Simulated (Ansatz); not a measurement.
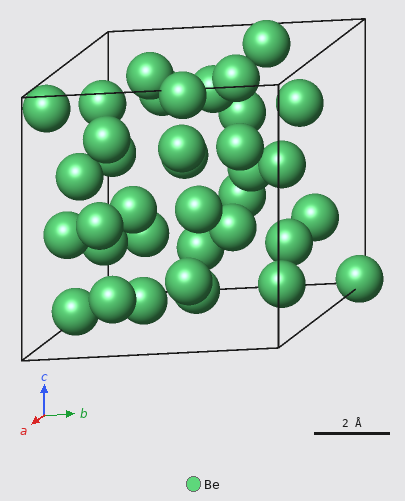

Starting frame of a dynamics run of a 36-atom cell of Be. It starts from the last geometry of an earlier run, with fresh velocities. Style: spheres-only. Shown: the simulation cell, slightly off an axis.

Theory: DFT PBE-D3(BJ), scalar-relativistic, plane waves, PAW (Ansatz 0.2.0).

Input
```yaml
accuracy: low
crystal:
  lattice:
    - [6.982643, 0.0, 0.0]
    - [-3.491321, 6.047146, 0.0]
    - [0.0, 0.0, 7.294534]
  atoms:
    - { symbol: Be, position: [0.01179513, -0.02008188, 0.01289759] }
    - { symbol: Be, position: [0.10839464, 0.1788221, 0.24921221] }
    - { symbol: Be, position: [0.03046262, 0.02402858, 0.5423508] }
    - { symbol: Be, position: [0.06085694, 0.22893366, 0.77159552] }
    - { symbol: Be, position: [0.13534316, 0.38574547, 0.0304057] }
    - { symbol: Be, position: [0.1626496, 0.57419233, 0.3882515] }
    - { symbol: Be, position: [-0.0394204, 0.28808658, 0.48547056] }
    - { symbol: Be, position: [0.13547025, 0.56461476, 0.69685056] }
    - { symbol: Be, position: [-0.02070852, 0.61742136, -0.02940545] }
    - { symbol: Be, position: [0.10643562, 0.83879105, 0.2768636] }
    - { symbol: Be, position: [-0.02823981, 0.67763514, 0.53161901] }
    - { symbol: Be, position: [-0.04135398, 0.83380513, 0.75883037] }
    - { symbol: Be, position: [0.48977971, 0.03570055, 0.05396323] }
    - { symbol: Be, position: [0.41367595, 0.12149525, 0.29630132] }
    - { symbol: Be, position: [0.40370498, 0.02219085, 0.54595676] }
    - { symbol: Be, position: [0.33177734, 0.08705529, 0.80165057] }
    - { symbol: Be, position: [0.31848364, 0.24299151, 0.0426021] }
    - { symbol: Be, position: [0.40964852, 0.49520207, 0.25552301] }
    - { symbol: Be, position: [0.27430818, 0.38677893, 0.57844678] }
    - { symbol: Be, position: [0.42947358, 0.5514231, 0.8596057] }
    - { symbol: Be, position: [0.27432403, 0.70631769, -0.01489662] }
    - { symbol: Be, position: [0.36411348, 0.82427781, 0.24706309] }
    - { symbol: Be, position: [0.46319941, 0.71096509, 0.56125894] }
    - { symbol: Be, position: [0.43597395, 0.89000027, 0.79190445] }
    - { symbol: Be, position: [0.77477136, 0.01884342, -0.10192118] }
    - { symbol: Be, position: [0.83990236, 0.2974125, 0.17477343] }
    - { symbol: Be, position: [0.65551764, 0.05933346, 0.38521381] }
    - { symbol: Be, position: [0.70540753, 0.22921854, 0.75217432] }
    - { symbol: Be, position: [0.64465282, 0.37762167, -0.02766162] }
    - { symbol: Be, position: [0.77596829, 0.57288461, 0.2141896] }
    - { symbol: Be, position: [0.68858125, 0.32708025, 0.47704553] }
    - { symbol: Be, position: [0.64671057, 0.50240891, 0.69067357] }
    - { symbol: Be, position: [0.73017531, 0.7411564, -0.03335335] }
    - { symbol: Be, position: [0.79062919, 0.93979854, 0.19010517] }
    - { symbol: Be, position: [0.75966711, 0.73821093, 0.40752854] }
    - { symbol: Be, position: [0.75786836, 0.92963827, 0.63691088] }
basis:
  ecutwfc: 420.0
kpoints:
  mp_grid: { grid: [2, 2, 2] }
hamiltonian:
  xc: pbe
  dispersion: d3bj
scf:
  occupations: { method: fermi_dirac, width: 0.24 }
  lower_state_search: "off"
md:
  timestep: 1
  n_steps: 110
  ensemble: nvt_langevin
  temperature: 1680.0
  initial_velocities: maxwell_boltzmann
  seed: 38316
  friction: 0.05
```

Command:
```bash
ansatz run input.yaml --threads 1 --pin off --max-ram 3072MiB --backend cpu --events-out ev --progress --plain --runs-dir out
```

Question: What does the trajectory do?

Answer: The mean temperature in the second half is 1836 K (standard deviation 240 K). The potential energy is still drifting at the end, so the run hasn't reached equilibrium. The potential energy in the second half lies on average 75.4 meV per atom below the first frame. Root-mean-square distances from the starting positions over the second half, with the common drift of all atoms taken out: Be 0.55 Å. That is already a fair part of the typical shortest distance between atoms in the first frame, about 1.9 Å and still growing, as in a liquid, though 110 fs is too short to measure diffusion.

Along the run (each row but the first and the last is the mean over the interval that it begins):

```csv
time (fs),potential energy (meV/atom),T (K)
0.0,0.0,1633
18.0,-52.6,1688
36.0,-57.0,1560
54.0,-65.9,1693
72.0,-59.1,1748
90.0,-98.6,2007
108.0,-96.9,2123
```

The paths of the atoms:

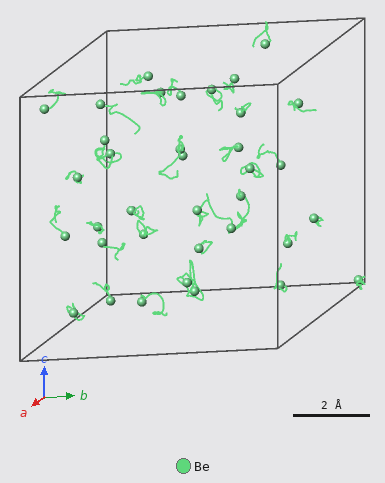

Limits of the set-up: the k-point mesh is coarse for a cell with partly filled bands; the program's low-accuracy preset was used.

The run took of the order of 15 core-minutes on a shared host.
